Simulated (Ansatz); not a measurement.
# Single-point calculation, with input and output: Au

System: Au (Im-3m, 1 atom in the cell).
Method: DFT, PBE, all-electron LAPW, scalar-relativistic, no spin polarisation (Ansatz 0.2.0).

Its volume is 0.88 times that of the source entry. It belongs to a series of runs on one base structure; here: volume scaled by 0.88, LAPW. Figures and captions count atoms from 1; the log counts them from 0 in places.

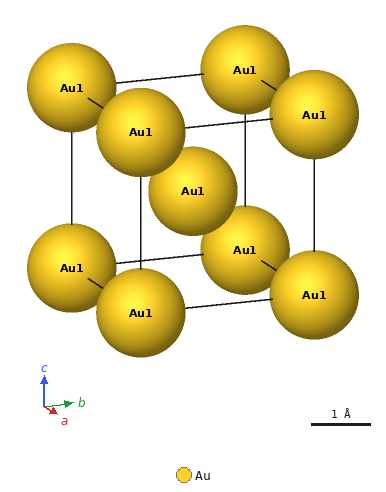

The input geometry (spheres-only view of the cell 2 times as large as that of the calculation, set on its symmetry axes, seen slightly off an axis; atoms are numbered from 1 in the order of the input).

The input:
```yaml
crystal:
  lattice:
    - [-1.5821240661, 1.5821240661, 1.5821240661]
    - [1.5821240661, -1.5821240661, 1.5821240661]
    - [1.5821240661, 1.5821240661, -1.5821240661]
  atoms:
    - { symbol: Au, position: [0.0, 0.0, 0.0] }
kpoints:
  mp_grid: { grid: [16, 16, 16] }
scf:
  occupations: { method: fermi_dirac, width: 0.08 }
hamiltonian:
  xc: pbe
  pseudopotentials: { kind: all_electron, lapw: { basis_error: 0.001 } }
output:
  forces: true
  stress: true
  eigenvalues: true
  populations: true
```

Machine: 1 thread of Intel Xeon @ 2.50GHz (Skylake/Cascade Lake), 64 GiB of memory available, shared host.

Command:
```bash
ansatz run input.yaml --threads 1 --pin off --max-ram 2048MiB --backend cpu --events-out ev --progress --plain --runs-dir out
```

Output:
```
Au: projections on atomic orbitals take those of the free atom 1s2 2s2 2p6 3s2 3p6 3d10 4s2 4p6 4d10 4f14 5s2 5p6 5d10 6s1, of charge +0.00 (hamiltonian.pseudopotentials.projection_atoms)
LAPW: plane waves up to 8.561 Å⁻¹, error target 1.0e-3 eV per atom; small_component_spin mean_spin; Au in spheres of 1.370 Å, 43 of its electrons in bands, Dirac shells [] (how accurate: hamiltonian.pseudopotentials.lapw.basis_error, Limitations)
Engine: ansatz 0.2.0, x86_64-unknown-linux-gnu
Pseudopotentials: kind: all_electron
Pseudopotential: Au, LAPW, valence charge 43, lapw/all_electron/scalar/gaussian/Au, Koelling and Harmon's equation, gaussian nucleus
Functional definition: PBE
  parameter kappa = 0.804
  parameter beta = 0.06672455060314922
  exchange = pbe_x(kappa = kappa, mu = beta*pi^2/3)
  correlation = pbe_c(beta = beta)
Crystal: 1 atoms, lattice volume = 15.841 Å³
Basis set: ecut = 279.26546347399517 eV, 177 PW (Γ), exchange–correlation at level 2
Bands: 26, of which v1, the nominal top of the filled ones, is band 22 counted from 1 (21 counted from 0)
Symmetry: 48 space group operations
Space group: Im-3m (ITA 229), of the structure as read, at distance tolerance 2.5e-5 Å
k-points: 145 of 4096
Non-local potential: Au, projectors of the file, none
Initial density: superposition of atomic densities (chi_scale 0.1, normalization cell)
Initial wavefunctions: plane waves of lowest kinetic energy (no species holds an atomic orbital)
Functional: x = pbe(κ = 0.804, μ = 0.2195149727645171), c = pbe(β = 0.06672455060314922)
iter 1 solved again at ethr=1.91e-4 eV; its pass at ethr=1.00e-1 eV (dr2=8.21e-2 eV) is discarded
SCF iter   1: F=—  HF=-517224.974489 eV  |F-HF|=—  |Δ(HF+E_count)|=         —  Δρ=2.91e-2  dr2=8.23e-2  ethr=1.91e-4  ⟨swp⟩=3.0  Hψ=23879  notcnv=0
preconditioner: auto → none  [insulator: Δε(μ)=0.266 eV  Ē_g=16.637 eV  σ=0.080 eV  W_gap=0.66  n_scr=12 (ndim 8)  ℏωp=30.9 eV  f_vac=0.000  D(μ)=0.11/eV (n_scr^D=0)  ε∞_Penn≈4.5]
iter 2 solved again at ethr=1.42e-6 eV; its pass at ethr=1.91e-4 eV (dr2=6.11e-4 eV) is discarded
SCF iter   2: F=—  HF=-517224.741931 eV  |F-HF|=—  |Δ(HF+E_count)|=   2.33e-1  Δρ=2.96e-3  dr2=6.11e-4  ethr=1.42e-6  ⟨swp⟩=2.0  Hψ=19375  notcnv=0
SCF iter   3: F=—  HF=-517224.721158 eV  |F-HF|=—  |Δ(HF+E_count)|=   2.08e-2  Δρ=3.97e-3  dr2=1.36e-3  ethr=1.42e-6  ⟨swp⟩=3.0  Hψ=11501  notcnv=0
SCF iter   4: F=—  HF=-517224.720303 eV  |F-HF|=—  |Δ(HF+E_count)|=   8.56e-4  Δρ=1.39e-3  dr2=1.58e-4  ethr=1.42e-6  ⟨swp⟩=2.0  Hψ=10969  notcnv=0
SCF iter   5: F=—  HF=-517224.720250 eV  |F-HF|=—  |Δ(HF+E_count)|=   5.29e-5  Δρ=2.09e-4  dr2=2.97e-6  ethr=3.68e-7  ⟨swp⟩=2.0  Hψ=10965  notcnv=0
SCF iter   6: F=-517224.720254 eV  HF=-517224.720254 eV  |F-HF|=1.94e-8  |Δ(HF+E_count)|=   3.74e-6  Δρ=1.46e-5  dr2=1.35e-8  ethr=6.90e-9  ⟨swp⟩=2.3  Hψ=11012  notcnv=0
SCF 1 converged in 6 iterations: F = -517224.720254 eV  dr2 = 1.35e-8
SCF converged after 6 iterations
Free energy (F): -517224.720254 eV
Harris-Foulkes:  -517224.720254 eV  (|F-HF|=1.94e-8)
Internal energy: -517224.716896 eV  (E = F + TS)
E sigma→0 (E₀):  -517224.718575 eV
Entropy (-TS):   -0.003358 eV (-3.358 meV/atom)
Fermi energy:    27.684894 eV
--- Per-component energies (eV) ---
  E_band       = -3749.660114
  E_kinetic    = 589526.834206
  E_xc         = -9916.230654
  E_electrostatic = -1096835.320448  (all electrons and nuclei)
  E_smearing   = -0.003358  (= −TS)
  E_closure    = 0.000000  (closes the sum)
  E_atoms      = -517221.663280  (free atoms, spherical and without spin; not in F)
  Σ components = -517224.720254   (vs F -517224.720254, Δ=0.00e0)
  Basis errors (estimates in eV, not in F): energy 3.0e-4 per atom: plane waves 2.5e-4 (1.3e-4 summed), levels above the bands 3.3e-93, relativity 6.5e-8, radial functions 4.6e-5, core shells 7.3e-8; eigenvalues (radial functions only) 8.8e-6; not estimated: angular momenta, meshes, grids; target (lapw.basis_error) 1.0e-3; muffin-tin radii Au 1.370 Å
--- Forces (eV/Å), atoms counted from 1 ---
  atom   1  Au    -0.00000000     0.00000000     0.00000000
  max |Σ_I F_I| component: 1.45e-30 eV/Å
--- Stress (GPa, compression-positive) ---
       25.727019       0.000000      -0.000000
        0.000000      25.727019      -0.000000
       -0.000000      -0.000000      25.727019
  P = ⅓ Tr σ = 25.7270 GPa (257.270 kbar)
--- Band table (eV; the first three rows and the last of 145) ---
  k-point 0: bands = ["-295.3732", "-295.3732", "-295.3732", "-295.3475", "-295.3475", "-78.1256", "-51.1314", "-51.1157", "-51.1157", "-51.1157", "-51.1002", "-51.1002", "-51.1002", "-29.4374", "-29.4374", "-29.4374", "16.9889", "22.3353", "22.3353", "22.3353", "24.5153", "24.5153", "44.0785", "44.0785", "44.0785", "53.3542"]
  k-point 1: bands = ["-295.3732", "-295.3732", "-295.3732", "-295.3475", "-295.3475", "-78.1249", "-51.1314", "-51.1156", "-51.1156", "-51.1156", "-51.1003", "-51.1002", "-51.1002", "-29.4491", "-29.4416", "-29.4373", "17.1439", "22.2819", "22.3387", "22.4503", "24.4492", "24.5191", "44.1247", "44.1325", "44.2876", "51.2080"]
  k-point 2: bands = ["-295.3732", "-295.3732", "-295.3732", "-295.3475", "-295.3475", "-78.1227", "-51.1316", "-51.1156", "-51.1155", "-51.1155", "-51.1004", "-51.1003", "-51.1002", "-29.4823", "-29.4535", "-29.4370", "17.5922", "22.1331", "22.3421", "22.7879", "24.2979", "24.5322", "43.9696", "44.1409", "44.8947", "49.5375"]
  k-point 144: bands = ["-295.3732", "-295.3732", "-295.3732", "-295.3475", "-295.3475", "-78.0899", "-51.1346", "-51.1144", "-51.1144", "-51.1144", "-51.1011", "-51.1011", "-51.1011", "-29.6667", "-29.6667", "-29.6667", "20.0827", "20.0827", "25.8594", "25.8594", "25.8594", "34.0354", "34.0354", "34.0354", "38.3479", "44.4620"]
--- Löwdin populations: 1 site ---
  site symbol       q [e]
     0     Au     78.8286
  spilling = 0.002169 (of n_electrons = 79.000000)
```

File populations.tsv:
```
# site	symbol	l	j	q
# orbitals = lowdin
# n_electrons = 79.000000
# spilling = 0.002169
# projection_atom_Au: 1s2 2s2 2p6 3s2 3p6 3d10 4s2 4p6 4d10 4f14 5s2 5p6 5d10 6s1
0	Au	0_1S	-	2.000000
0	Au	0_2S	-	1.999995
0	Au	0_3S	-	1.999937
0	Au	0_4S	-	1.999379
0	Au	0_5S	-	1.991030
0	Au	0_6S	-	1.107587
0	Au	1_2P	-	6.000000
0	Au	1_3P	-	6.000000
0	Au	1_4P	-	5.999989
0	Au	1_5P	-	5.998746
0	Au	2_3D	-	10.000000
0	Au	2_4D	-	9.999996
0	Au	2_5D	-	9.731982
0	Au	3_4F	-	13.999996
```

Key numbers:

- outcome: converged
- space group (tolerance 0.01 Å): Im-3m (229)
- electrons in bands (core shells apart): 43
- free energy: −517224.7203 eV
- Fermi energy: 27.685 eV
- pressure: 25.73 GPa
- largest force (length of the vector): under 0.001 eV/Å
- wall time: 18 s
- peak memory: 0.42 GiB

Notes:

Spin–orbit coupling is left out, which matters for Au. The cell is under a pressure of 26 GPa at this level, so it is not at its equilibrium volume.
